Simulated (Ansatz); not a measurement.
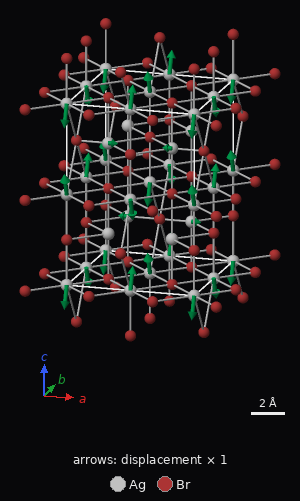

A relaxation of a defect cell of composition Ag₈Br₇ (started half-way along a vacancy jump, in the symmetry of that start). The starting structure is drawn; green arrows show the displacements, at their true length.

Style: ball-and-stick. Shown: the conventional cell (2 times the calculation's cell) (origin shifted), slightly off an axis. Lengths and directions refer to the drawn axes.

Level of theory: Ansatz 0.2.0, DFT PBE, scalar-relativistic, plane waves, PAW.

The input:
```yaml
crystal:
  lattice:
    - [0.0, 5.8419510504, -5.8419510504]
    - [5.8419510504, 5.8419510504, 0.0]
    - [5.8419510504, 0.0, -5.8419510504]
  atoms:
    - { symbol: Ag, position: [0.25, 0.75, 0.25] }
    - { symbol: Ag, position: [0.25, 0.25, 0.25] }
    - { symbol: Ag, position: [0.75, 0.75, 0.25] }
    - { symbol: Ag, position: [0.75, 0.25, 0.25] }
    - { symbol: Ag, position: [0.25, 0.75, 0.75] }
    - { symbol: Ag, position: [0.25, 0.25, 0.75] }
    - { symbol: Ag, position: [0.75, 0.75, 0.75] }
    - { symbol: Ag, position: [0.75, 0.25, 0.75] }
    - { symbol: Br, position: [0.5, -0.25, 0.0] }
    - { symbol: Br, position: [1.0, 0.5, 0.0] }
    - { symbol: Br, position: [1.0, 0.0, 0.0] }
    - { symbol: Br, position: [0.5, 0.5, 0.5] }
    - { symbol: Br, position: [0.5, 0.0, 0.5] }
    - { symbol: Br, position: [1.0, 0.5, 0.5] }
    - { symbol: Br, position: [1.0, 0.0, 0.5] }
basis:
  ecutwfc: 420
kpoints:
  mp_grid: { grid: [4, 4, 4] }
hamiltonian:
  xc: pbe
scf:
  occupations: { method: gaussian, width: 0.05 }
output:
  forces: true
  stress: true
  eigenvalues: true
  write_density: true
  write_potential: true
  elf: true
  volumetric_format: npy
relax:
  adjacent_minimum: "off"
  f_tol: 0.02
  max_steps: 60
  escape_saddle: false
```

Run as
```bash
ansatz run input.yaml --threads 4 --pin off --max-ram 9216MiB --backend cpu --events-out ev --progress --plain --runs-dir out
```

What happened in the run?

Over 17 accepted moves (19 points after the start) the energy falls by 4.216 eV per cell of the calculation. The largest force component goes from 6 to 0.0051 eV/Å. The line search rejected the trial step at point 5 of the run. 1 step only repeated the SCF at the same geometry. The forces were under the threshold at step 8, but the run went on from there. The largest moves, 1.55 Å, are those of Ag3, Ag4, Ag5 and Ag6. Ag4 goes along [0 −1 2]. By element the largest moves are Ag 1.55 Å, Br 0.23 Å. The cell stays as it was. Among the contacts that change: Ag3–Br14 2.921 → 4.444 Å, Ag1–Ag7 4.131 → 2.847 Å, Ag3–Br10 2.921 → 3.742 Å, Ag1–Br9 2.065 → 2.707 Å. Bonds break: Ag3–Br14 (2.92 → 4.44 Å), Ag4–Br15 (2.92 → 4.44 Å), Ag5–Br15 (2.92 → 4.44 Å), Ag6–Br14 (2.92 → 4.44 Å). Bond angles that change, for instance: Ag5–Br12–Ag8 90.0° → 62.6°, Ag1–Br15–Ag7 90.0° → 63.7°, Br14–Ag1–Br15 90.0° → 116.3°.

Limits of the set-up: the cell has an odd number of electrons but was run without spin polarisation; the periodic images lie only 8.3 Å apart, so the values are limited by the cell's size.
